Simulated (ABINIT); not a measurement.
**Geometry relaxation, with input and output: PbO₂ (part 2 of 3)**

PbO₂ (3 atoms in the cell); Kohn-Sham DFT of a periodic cell, LDA, PseudoDojo NC SR LDA v0.4.1 standard, no spin polarisation (ABINIT 10.8.3); cutoff 1142.88 eV, 7×7×7 k-mesh, fermi-dirac of 0.05 eV. The structure derives from a Materials Project entry.

Geometry of the input (Å; fractional positions):
```
0.0000  2.7020  2.7020
2.7020  0.0000  2.7020
2.7020  2.7020  0.0000
Pb 0.0000  0.0000  0.0000
O  0.7500  0.7500  0.7500
O  0.2500  0.2500  0.2500
```

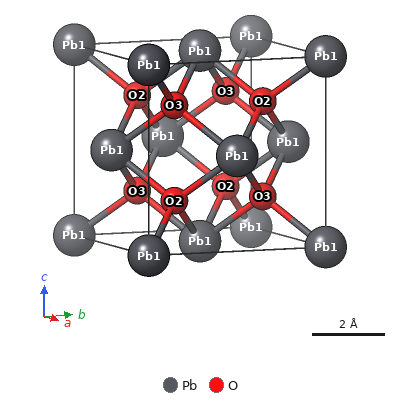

*The structure as given in the input (ball-and-stick view of the cell 4 times as large as that of the calculation, set on its symmetry axes, seen slightly off an axis; atoms are numbered from 1 in the order of the input). An atom can appear more than once, as a periodic image.*

### Output, continued
```
     iter   Etot(hartree)      deltaE(h)  residm     vres2
 ETOT  1  -103.19102513035    -1.032E+02 5.230E-02 8.375E+01
 ETOT  2  -103.18995412925     1.071E-03 3.109E-03 6.077E+01
 ETOT  3  -103.19902281113    -9.069E-03 2.508E-04 4.715E+00
 ETOT  4  -103.19954514595    -5.223E-04 3.756E-05 1.913E-01
 ETOT  5  -103.19955678451    -1.164E-05 1.516E-05 2.785E-03
 ETOT  6  -103.19955695129    -1.668E-07 3.004E-06 1.580E-05
 ETOT  7  -103.19955695275    -1.456E-09 4.118E-06 3.165E-08
 ETOT  8  -103.19955695275    -1.421E-13 5.624E-07 1.522E-09
 ETOT  9  -103.19955695275    -1.492E-12 2.256E-06 1.319E-12
 ETOT 10  -103.19955695275     2.103E-12 3.142E-07 7.323E-14

 At SCF step   10       vres2   =  7.32E-14 < tolvrs=  1.00E-12 =>converged.

 Cartesian components of stress tensor (hartree/bohr^3)
  sigma(1 1)=  2.02613036E-04  sigma(3 2)=  0.00000000E+00
  sigma(2 2)=  2.02613036E-04  sigma(3 1)=  0.00000000E+00
  sigma(3 3)=  2.02613036E-04  sigma(2 1)=  0.00000000E+00

--- !ResultsGS
iteration_state: {dtset: 1, itime: 2, icycle: 1, }
comment   : Summary of ground state results
lattice_vectors:
- [  0.0000000,   5.0561719,   5.0561719, ]
- [  5.0561719,   0.0000000,   5.0561719, ]
- [  5.0561719,   5.0561719,   0.0000000, ]
lattice_lengths: [   7.15051,    7.15051,    7.15051, ]
lattice_angles: [ 60.000,  60.000,  60.000, ] # degrees, (23, 13, 12)
lattice_volume:   2.5852080E+02
convergence: {deltae:  2.103E-12, res2:  7.323E-14, residm:  3.142E-07, diffor: null, }
etotal    :  -1.03199557E+02
entropy   :   0.00000000E+00
fermie    :   1.54551077E-01
cartesian_stress_tensor: # hartree/bohr^3
- [  2.02613036E-04,   0.00000000E+00,   0.00000000E+00, ]
- [  0.00000000E+00,   2.02613036E-04,   0.00000000E+00, ]
- [  0.00000000E+00,   0.00000000E+00,   2.02613036E-04, ]
pressure_GPa:  -5.9611E+00
xred      :
- [  0.0000E+00,   0.0000E+00,   0.0000E+00, Pb]
- [  7.5000E-01,   7.5000E-01,   7.5000E-01,  O]
- [  2.5000E-01,   2.5000E-01,   2.5000E-01,  O]
cartesian_forces: # hartree/bohr
- [ -0.00000000E+00,  -0.00000000E+00,  -0.00000000E+00, ]
- [ -0.00000000E+00,  -0.00000000E+00,  -0.00000000E+00, ]
- [ -0.00000000E+00,  -0.00000000E+00,  -0.00000000E+00, ]
force_length_stats: {min:   0.00000000E+00, max:   0.00000000E+00, mean:   0.00000000E+00, }
...

 Integrated electronic density in atomic spheres:
 ------------------------------------------------
 Atom  Sphere_radius  Integrated_density
    1        2.00000          9.94684385
    2        2.00000          6.06125416
    3        2.00000          6.06125416

---OUTPUT-----------------------------------------------------------------------

 Cartesian coordinates (xcart) [bohr]
  0.00000000000000E+00  0.00000000000000E+00  0.00000000000000E+00
  7.58425791415466E+00  7.58425791415466E+00  7.58425791415466E+00
  2.52808597138489E+00  2.52808597138489E+00  2.52808597138489E+00
 Reduced coordinates (xred)
  0.00000000000000E+00  0.00000000000000E+00  0.00000000000000E+00
  7.50000000000000E-01  7.50000000000000E-01  7.50000000000000E-01
  2.50000000000000E-01  2.50000000000000E-01  2.50000000000000E-01
 Cartesian forces (fcart) [Ha/bohr]; max,rms= 0.00000E+00 0.00000E+00 (free atoms)
 -0.00000000000000E+00 -0.00000000000000E+00 -0.00000000000000E+00
 -0.00000000000000E+00 -0.00000000000000E+00 -0.00000000000000E+00
 -0.00000000000000E+00 -0.00000000000000E+00 -0.00000000000000E+00
 Gradient of E wrt nuclear positions in reduced coordinates (gred)
  0.00000000000000E+00  0.00000000000000E+00  0.00000000000000E+00
  0.00000000000000E+00  0.00000000000000E+00  0.00000000000000E+00
  0.00000000000000E+00  0.00000000000000E+00  0.00000000000000E+00
 Scale of Primitive Cell (acell) [bohr]
  7.15050693515534E+00  7.15050693515534E+00  7.15050693515534E+00
 Real space primitive translations (rprimd) [bohr]
  0.00000000000000E+00  5.05617194276978E+00  5.05617194276978E+00
  5.05617194276978E+00  0.00000000000000E+00  5.05617194276978E+00
  5.05617194276978E+00  5.05617194276978E+00  0.00000000000000E+00
 Unitary Cell Volume (ucvol) [Bohr^3]=  2.58520804507321E+02
 Angles (23,13,12)= [degrees]
  6.00000000000000E+01  6.00000000000000E+01  6.00000000000000E+01
 Lengths [Bohr]
  7.15050693515534E+00  7.15050693515534E+00  7.15050693515534E+00
 Stress tensor in cartesian coordinates (strten) [Ha/bohr^3]
  2.02613035890378E-04  0.00000000000000E+00  0.00000000000000E+00
  0.00000000000000E+00  2.02613035890385E-04  0.00000000000000E+00
  0.00000000000000E+00  0.00000000000000E+00  2.02613035890378E-04
 Total energy (etotal) [Ha]= -1.03199556952745E+02

 Difference of energy with previous step (new-old):
           Absolute (Ha)=-2.05473E-03
           Relative     =-1.99104E-05

--- Iteration: ( 3/50) Internal Cycle: (1/1)
--------------------------------------------------------------------------------

---SELF-CONSISTENT-FIELD CONVERGENCE--------------------------------------------

--- !BeginCycle
iteration_state: {dtset: 1, itime: 3, icycle: 1, }
solver: {iscf: 7, nstep: 80, nline: 4, wfoptalg: 0, }
tolerances: {tolvrs: 1.00E-12, }
...

     iter   Etot(hartree)      deltaE(h)  residm     vres2
 ETOT  1  -103.18174843512    -1.032E+02 6.589E-03 1.936E+02
 ETOT  2  -103.18123242528     5.160E-04 1.989E-04 1.263E+02
 ETOT  3  -103.19942505991    -1.819E-02 5.443E-04 1.046E+01
 ETOT  4  -103.20057113295    -1.146E-03 7.549E-05 3.668E-01
 ETOT  5  -103.20059241222    -2.128E-05 3.579E-05 5.390E-03
 ETOT  6  -103.20059273953    -3.273E-07 9.042E-06 2.801E-05
 ETOT  7  -103.20059274152    -1.988E-09 6.409E-06 1.616E-07
 ETOT  8  -103.20059274154    -2.177E-11 1.580E-06 3.589E-09
 ETOT  9  -103.20059274155    -3.595E-12 1.307E-06 1.073E-12
 ETOT 10  -103.20059274155    -3.268E-13 3.302E-07 1.315E-13

 At SCF step   10       vres2   =  1.32E-13 < tolvrs=  1.00E-12 =>converged.

 Cartesian components of stress tensor (hartree/bohr^3)
  sigma(1 1)= -3.46889220E-05  sigma(3 2)=  0.00000000E+00
  sigma(2 2)= -3.46889220E-05  sigma(3 1)=  0.00000000E+00
  sigma(3 3)= -3.46889220E-05  sigma(2 1)=  0.00000000E+00

--- !ResultsGS
iteration_state: {dtset: 1, itime: 3, icycle: 1, }
comment   : Summary of ground state results
lattice_vectors:
- [  0.0000000,   4.9799739,   4.9799739, ]
- [  4.9799739,   0.0000000,   4.9799739, ]
- [  4.9799739,   4.9799739,   0.0000000, ]
lattice_lengths: [   7.04275,    7.04275,    7.04275, ]
lattice_angles: [ 60.000,  60.000,  60.000, ] # degrees, (23, 13, 12)
lattice_volume:   2.4700810E+02
convergence: {deltae: -3.268E-13, res2:  1.315E-13, residm:  3.302E-07, diffor: null, }
etotal    :  -1.03200593E+02
entropy   :   0.00000000E+00
fermie    :   1.75967447E-01
cartesian_stress_tensor: # hartree/bohr^3
- [ -3.46889220E-05,   0.00000000E+00,   0.00000000E+00, ]
- [  0.00000000E+00,  -3.46889220E-05,   0.00000000E+00, ]
- [  0.00000000E+00,   0.00000000E+00,  -3.46889220E-05, ]
pressure_GPa:   1.0206E+00
xred      :
- [  0.0000E+00,   0.0000E+00,   0.0000E+00, Pb]
- [  7.5000E-01,   7.5000E-01,   7.5000E-01,  O]
- [  2.5000E-01,   2.5000E-01,   2.5000E-01,  O]
cartesian_forces: # hartree/bohr
- [  3.52014743E-32,  -3.52014743E-32,   3.52014743E-32, ]
- [ -7.04029486E-32,   7.04029486E-32,  -7.04029486E-32, ]
- [  3.52014743E-32,  -3.52014743E-32,   3.52014743E-32, ]
force_length_stats: {min:   6.09707420E-32, max:   1.21941484E-31, mean:   8.12943227E-32, }
...

 Integrated electronic density in atomic spheres:
 ------------------------------------------------
 Atom  Sphere_radius  Integrated_density
    1        2.00000          9.93691017
    2        2.00000          6.10405773
    3        2.00000          6.10405773

---OUTPUT-----------------------------------------------------------------------

 Cartesian coordinates (xcart) [bohr]
  0.00000000000000E+00  0.00000000000000E+00  0.00000000000000E+00
  7.46996085189423E+00  7.46996085189423E+00  7.46996085189423E+00
  2.48998695063141E+00  2.48998695063141E+00  2.48998695063141E+00
 Reduced coordinates (xred)
  0.00000000000000E+00  0.00000000000000E+00  0.00000000000000E+00
  7.50000000000000E-01  7.50000000000000E-01  7.50000000000000E-01
  2.50000000000000E-01  2.50000000000000E-01  2.50000000000000E-01
 Cartesian forces (fcart) [Ha/bohr]; max,rms= 7.04029E-32 4.97824E-32 (free atoms)
  3.52014743165610E-32 -3.52014743165610E-32  3.52014743165610E-32
 -7.04029486331220E-32  7.04029486331220E-32 -7.04029486331220E-32
  3.52014743165610E-32 -3.52014743165610E-32  3.52014743165610E-32
 Gradient of E wrt nuclear positions in reduced coordinates (gred)
  5.37257565660259E-48 -3.50604846764894E-31  5.37257565660259E-48
 -1.67456654084181E-50  7.01209693529788E-31 -1.67456654084181E-50
  5.37257565660259E-48 -3.50604846764894E-31  5.37257565660259E-48
 Scale of Primitive Cell (acell) [bohr]
  7.04274663142993E+00  7.04274663142993E+00  7.04274663142993E+00
 Real space primitive translations (rprimd) [bohr]
  0.00000000000000E+00  4.97997390126282E+00  4.97997390126282E+00
  4.97997390126282E+00  0.00000000000000E+00  4.97997390126282E+00
  4.97997390126282E+00  4.97997390126282E+00  0.00000000000000E+00
 Unitary Cell Volume (ucvol) [Bohr^3]=  2.47008100465623E+02
 Angles (23,13,12)= [degrees]
  6.00000000000000E+01  6.00000000000000E+01  6.00000000000000E+01
 Lengths [Bohr]
  7.04274663142993E+00  7.04274663142993E+00  7.04274663142993E+00
 Stress tensor in cartesian coordinates (strten) [Ha/bohr^3]
 -3.46889220430475E-05  0.00000000000000E+00  0.00000000000000E+00
  0.00000000000000E+00 -3.46889220430406E-05  0.00000000000000E+00
  0.00000000000000E+00  0.00000000000000E+00 -3.46889220430371E-05
 Total energy (etotal) [Ha]= -1.03200592741547E+02

 Difference of energy with previous step (new-old):
           Absolute (Ha)=-1.03579E-03
           Relative     =-1.00367E-05

--- Iteration: ( 4/50) Internal Cycle: (1/1)
--------------------------------------------------------------------------------

---SELF-CONSISTENT-FIELD CONVERGENCE--------------------------------------------

--- !BeginCycle
iteration_state: {dtset: 1, itime: 4, icycle: 1, }
solver: {iscf: 7, nstep: 80, nline: 4, wfoptalg: 0, }
tolerances: {tolvrs: 1.00E-12, }
...

     iter   Etot(hartree)      deltaE(h)  residm     vres2
 ETOT  1  -103.20020742561    -1.032E+02 2.811E-06 4.121E+00
 ETOT  2  -103.20019639019     1.104E-05 3.458E-06 2.707E+00
 ETOT  3  -103.20059466079    -3.983E-04 1.129E-05 2.096E-01
 ETOT  4  -103.20061751316    -2.285E-05 1.320E-06 8.275E-03
 ETOT  5  -103.20061802767    -5.145E-07 7.860E-07 1.090E-04
 ETOT  6  -103.20061803384    -6.168E-09 2.048E-07 4.243E-07
 ETOT  7  -103.20061803389    -4.940E-11 1.240E-07 2.399E-10
 ETOT  8  -103.20061803389    -2.274E-12 3.320E-08 1.406E-11
 ETOT  9  -103.20061803389     3.126E-12 2.493E-08 2.644E-14

 At SCF step    9       vres2   =  2.64E-14 < tolvrs=  1.00E-12 =>converged.

 Cartesian components of stress tensor (hartree/bohr^3)
  sigma(1 1)=  2.74469071E-06  sigma(3 2)=  0.00000000E+00
  sigma(2 2)=  2.74469071E-06  sigma(3 1)=  0.00000000E+00
  sigma(3 3)=  2.74469071E-06  sigma(2 1)=  0.00000000E+00

--- !ResultsGS
iteration_state: {dtset: 1, itime: 4, icycle: 1, }
comment   : Summary of ground state results
lattice_vectors:
- [  0.0000000,   4.9906863,   4.9906863, ]
- [  4.9906863,   0.0000000,   4.9906863, ]
- [  4.9906863,   4.9906863,   0.0000000, ]
lattice_lengths: [   7.05790,    7.05790,    7.05790, ]
lattice_angles: [ 60.000,  60.000,  60.000, ] # degrees, (23, 13, 12)
lattice_volume:   2.4860554E+02
convergence: {deltae:  3.126E-12, res2:  2.644E-14, residm:  2.493E-08, diffor: null, }
etotal    :  -1.03200618E+02
entropy   :   0.00000000E+00
fermie    :   1.72991215E-01
cartesian_stress_tensor: # hartree/bohr^3
- [  2.74469071E-06,   0.00000000E+00,   0.00000000E+00, ]
- [  0.00000000E+00,   2.74469071E-06,   0.00000000E+00, ]
- [  0.00000000E+00,   0.00000000E+00,   2.74469071E-06, ]
pressure_GPa:  -8.0752E-02
xred      :
- [ -2.8893E-33,   8.6679E-33,  -2.8893E-33, Pb]
- [  7.5000E-01,   7.5000E-01,   7.5000E-01,  O]
- [  2.5000E-01,   2.5000E-01,   2.5000E-01,  O]
cartesian_forces: # hartree/bohr
- [ -0.00000000E+00,  -0.00000000E+00,  -0.00000000E+00, ]
- [ -0.00000000E+00,  -0.00000000E+00,  -0.00000000E+00, ]
- [ -0.00000000E+00,  -0.00000000E+00,  -0.00000000E+00, ]
force_length_stats: {min:   0.00000000E+00, max:   0.00000000E+00, mean:   0.00000000E+00, }
...

 Integrated electronic density in atomic spheres:
 ------------------------------------------------
 Atom  Sphere_radius  Integrated_density
    1        2.00000          9.95148477
    2        2.00000          6.10564232
    3        2.00000          6.10564232

---OUTPUT-----------------------------------------------------------------------
```
